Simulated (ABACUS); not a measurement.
# Run report: BN, single-point calculation at one volume of an equation of state (part 1 of 2)

System: BN (F-43m, 2 atoms in the cell).
Method: Kohn-Sham DFT of a periodic cell, PBEsol, PseudoDojo NC SR 0.4.1 PBEsol standard, no spin polarisation (ABACUS 3.10.1).

The structure derives from a Materials Project entry. It belongs to a series of runs on one base structure; here: volume scaled by 0.98.

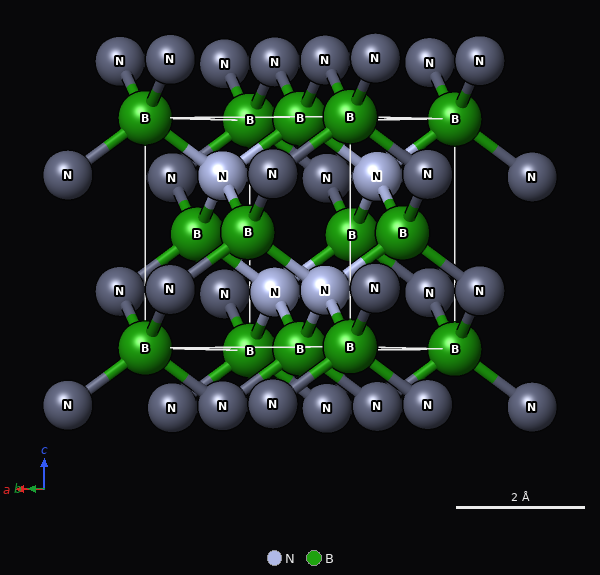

Fig. 1: The structure (ball-and-stick view of the cell 4 times as large as that of the calculation, set on its symmetry axes, seen at an oblique angle; neighbours outside the cell are drawn fainter). An atom can appear more than once, as a periodic image. Near neighbours in the periodic cell (some may lie outside the picture): N has 4 B at 1.56 Å; B has 4 N at 1.56 Å.

## Summary

| quantity | value |
| --- | --- |
| outcome | converged |
| space group (tolerance 0.01 Å) | F-43m (216) |
| electrons treated | 8 |
| free energy | −363.8736 eV |
| Fermi energy | 12.476 eV |
| gap on the k-point mesh | 4.43 eV |
| pressure | 1.90 GPa |
| largest force (length of the vector) | under 0.001 eV/Å |
| hardware | 4 threads of AMD EPYC (Zen 3), 144 GiB of memory available, shared host |
| wall time | 6 s (CPU time 20 s) |
| peak memory | 0.24 GiB |

## The input
```
INPUT_PARAMETERS
suffix              BN
calculation         scf
basis_type          pw
pseudo_dir          ./
symmetry            1
dft_functional      pbesol
ecutwfc             84
pseudo_rcut         7
nspin               1
nbands              8
ks_solver           dav
smearing_method     fd
smearing_sigma      0.00367493
scf_thr             1e-08
scf_nmax            100
mixing_type         broyden
mixing_beta         0.7
cal_force           1
cal_stress          1
kpar                4
```

## File STRU
```
ATOMIC_SPECIES
N 14.0070 N.upf
B 10.8100 B.upf

LATTICE_CONSTANT
1.8897261246

LATTICE_VECTORS
0.0000000000 1.8008328414 1.8008328414
1.8008328414 0.0000000000 1.8008328414
1.8008328414 1.8008328414 0.0000000000

ATOMIC_POSITIONS
Direct

N
0.0
1
0.2500000000 0.2500000000 0.2500000000 1 1 1

B
0.0
1
0.0000000000 0.0000000000 0.0000000000 1 1 1
```

## File KPT
```
K_POINTS
0
Gamma
13 13 13 0 0 0
```

Launch command:
```bash
OMP_NUM_THREADS=1 mpirun -np 4 abacus > log
```

## Output
```
ABACUS v3.10.1

               Atomic-orbital Based Ab-initio Computation at UStc

 ------------------------------------------------------------------------------------

 READING GENERAL INFORMATION
                           global_out_dir = OUT.BN/
                           global_in_card = INPUT
                               pseudo_dir = ./
                              orbital_dir =
                                    DSIZE = 4
                                    GSIZE = 1

 READING UNITCELL INFORMATION
                                    ntype = 2
                  lattice constant (Bohr) = 1.88973
              lattice constant (Angstrom) = 1

 READING ATOM TYPE 1
                               atom label = N
                      L=0, number of zeta = 1
                      L=1, number of zeta = 1
                      L=2, number of zeta = 1
             number of atom for this type = 1

 READING ATOM TYPE 2
                               atom label = B
                      L=0, number of zeta = 1
                      L=1, number of zeta = 1
                      L=2, number of zeta = 1
             number of atom for this type = 1

                        TOTAL ATOM NUMBER = 2
DIRECT COORDINATES
    atom                   x                   y                   z     mag                  vx                  vy                  vz
taud_N1            0.2500000000        0.2500000000        0.2500000000  0.0000        0.0000000000        0.0000000000        0.0000000000
taud_B1            0.0000000000        0.0000000000        0.0000000000  0.0000        0.0000000000        0.0000000000        0.0000000000

                          Volume (Bohr^3) = 78.8219
                             Volume (A^3) = 11.6802

 Lattice vectors: (Cartesian coordinate: in unit of a_0)
                   +0            +1.80083            +1.80083
             +1.80083                  +0            +1.80083
             +1.80083            +1.80083                  +0
 Reciprocal vectors: (Cartesian coordinate: in unit of 2 pi/a_0)
            -0.277649           +0.277649           +0.277649
            +0.277649           -0.277649           +0.277649
            +0.277649           +0.277649           -0.277649
 The esolver type has been set to : ksdft_pw

                PAO radial cut off (Bohr) = 7

 Read in pseudopotential file is N.upf
                     pseudopotential type = NC
          exchange-correlation functional = PBESOL
                 nonlocal core correction = 1
                        valence electrons = 5
                                     lmax = 1
                           number of zeta = 2
                     number of projectors = 4
                           L of projector = 0
                           L of projector = 0
                           L of projector = 1
                           L of projector = 1
                PAO radial cut off (Bohr) = 7

 Read in pseudopotential file is B.upf
                     pseudopotential type = NC
          exchange-correlation functional = PBESOL
                 nonlocal core correction = 1
                        valence electrons = 3
                                     lmax = 1
                           number of zeta = 2
                     number of projectors = 4
                           L of projector = 0
                           L of projector = 0
                           L of projector = 1
                           L of projector = 1
     initial pseudo atomic orbital number = 8

 SETUP THE ELECTRONS NUMBER
             electron number of element N = 5
       total electron number of element N = 5
             electron number of element B = 3
       total electron number of element B = 3
            AUTOSET number of electrons:  = 8
                           occupied bands = 4
                                   NBANDS = 8
                                   NLOCAL = 18

 SETUP THE PLANE WAVE BASIS
 energy cutoff for charge/potential (unit:Ry) = 336
            fft grid for charge/potential = [ 30, 30, 30 ]
                        fft grid division = [ 1, 1, 1 ]
        big fft grid for charge/potential = [ 30, 30, 30 ]
                                     nbxx = 27000
                                     nrxx = 27000

 SETUP PLANE WAVES FOR CHARGE/POTENTIAL
                    number of plane waves = 8099
                         number of sticks = 535

 PARALLEL PW FOR CHARGE/POTENTIAL
     PROC   COLUMNS(POT)             PW
        1            535           8099
 --------------- sum -------------------
        1            535           8099
                            number of |g| = 133
                                  max |g| = 30.2189
                                  min |g| = 0

----------- Double Check Mixing Parameters Begin ------------
mixing_type: broyden
mixing_beta: 0.7
mixing_gg0: 1
mixing_gg0_min: 0.1
mixing_ndim: 8
----------- Double Check Mixing Parameters End ------------

 LATTICE VECTORS: (CARTESIAN COORDINATE: IN UNIT OF A0)
                   +0            +1.80083            +1.80083
             +1.80083                  +0            +1.80083
             +1.80083            +1.80083                  +0
                       right hand lattice = 1
                                   NORM_A = 2.54676
                                   NORM_B = 2.54676
                                   NORM_C = 2.54676
                           ALPHA (DEGREE) = 60
                           BETA  (DEGREE) = 60
                           GAMMA (DEGREE) = 60

 The lattice vectors have been changed (STRU_SIMPLE.cif)

(for optimal symmetric configuration:)
                             BRAVAIS TYPE = 3
                     BRAVAIS LATTICE NAME = 03. Cubic F (face-centered)
                                    ibrav = 3
                                    IBRAV = 3
                                  BRAVAIS = FACE CENTERED CUBIC
                       LATTICE CONSTANT A = 3.60167
Original cell was already a primitive cell.
                        ROTATION MATRICES = 48
              PURE POINT GROUP OPERATIONS = 24
                   SPACE GROUP OPERATIONS = 24
                                       C2 = 3
                                       C3 = 8
                                       C4 = 0
                                       C6 = 0
                                       S1 = 6
                                       S3 = 0
                                       S4 = 6
                                       S6 = 0
                              POINT GROUP = T_d
                                       C2 = 3
                                       C3 = 8
                                       C4 = 0
                                       C6 = 0
                                       S1 = 6
                                       S3 = 0
                                       S4 = 6
                                       S6 = 0
               POINT GROUP IN SPACE GROUP = T_d

 SETUP K-POINTS
                                    nspin = 1
                   Input type of k points = Monkhorst-Pack(Gamma)
                                   nkstot = 2197
                       right hand lattice = 1
(for reciprocal lattice: )
                             BRAVAIS TYPE = 2
                     BRAVAIS LATTICE NAME = 02. Cubic I (body-centered)
                                    ibrav = 2
                       right hand lattice = 1
(for k-lattice: )
                             BRAVAIS TYPE = 2
                     BRAVAIS LATTICE NAME = 02. Cubic I (body-centered)
                                    ibrav = 2
                       right hand lattice = 1
                        ROTATION MATRICES = 48
                               nkstot_ibz = 84
K-POINTS REDUCTION ACCORDING TO SYMMETRY
     IBZ    DIRECT_X    DIRECT_Y    DIRECT_Z  WEIGHT  ibz2bz
       1  0.00000000  0.00000000  0.00000000  0.0005       0
       2  0.07692308  0.07692308  0.07692308  0.0036       1
       3  0.15384615  0.15384615  0.15384615  0.0036       2
       4  0.23076923  0.23076923  0.23076923  0.0036       3
       5  0.30769231  0.30769231  0.30769231  0.0036       4
       6  0.38461538  0.38461538  0.38461538  0.0036       5
       7  0.46153846  0.46153846  0.46153846  0.0036       6
       8  0.07692308  0.07692308  0.00000000  0.0027      14
       9  0.15384615  0.15384615  0.07692308  0.0109      15
      10  0.23076923  0.23076923  0.15384615  0.0109      16
      11  0.30769231  0.23076923  0.30769231  0.0109      17
      12  0.38461538  0.38461538  0.30769231  0.0109      18
      13  0.46153846  0.46153846  0.38461538  0.0109      19
      14  0.46153846  0.46153846 -0.46153846  0.0109      20
      15  0.46153846  0.38461538  0.38461538  0.0109      21
      16  0.38461538  0.30769231  0.30769231  0.0109      22
      17  0.30769231  0.23076923  0.23076923  0.0109      23
      18  0.23076923  0.15384615  0.15384615  0.0109      24
      19  0.15384615  0.07692308  0.07692308  0.0055      25
      20  0.15384615  0.15384615  0.00000000  0.0027      28
      21  0.23076923  0.23076923  0.07692308  0.0109      29
      22  0.30769231  0.15384615  0.30769231  0.0109      30
      23  0.38461538  0.38461538  0.23076923  0.0109      31
      24  0.46153846  0.46153846  0.30769231  0.0109      32
      25 -0.38461538  0.46153846  0.46153846  0.0109      33
      26  0.38461538  0.38461538 -0.46153846  0.0109      34
      27  0.46153846  0.30769231  0.30769231  0.0109      35
      28  0.38461538  0.23076923  0.23076923  0.0109      36
      29  0.30769231  0.15384615  0.15384615  0.0055      37
      30  0.23076923  0.23076923  0.00000000  0.0027      42
[... 54 further k points ...]

                               nkstot now = 84
[... K-POINTS DIRECT COORDINATES: 84 rows ...]

           k-point number in this process = 21
       minimum distributed K point number = 21
[... stars of the k points ...]

[... K-POINTS CARTESIAN COORDINATES: 21 rows ...]

[... K-POINTS DIRECT COORDINATES: 21 rows ...]

 SETUP PLANE WAVES FOR WAVE FUNCTIONS
     energy cutoff for wavefunc (unit:Ry) = 84
              fft grid for wave functions = [ 30, 30, 30 ]
                    number of plane waves = 1591
                         number of sticks = 187

 PARALLEL PW FOR WAVE FUNCTIONS
     PROC   COLUMNS(POT)             PW
        1            187           1591
 --------------- sum -------------------
        1            187           1591
```
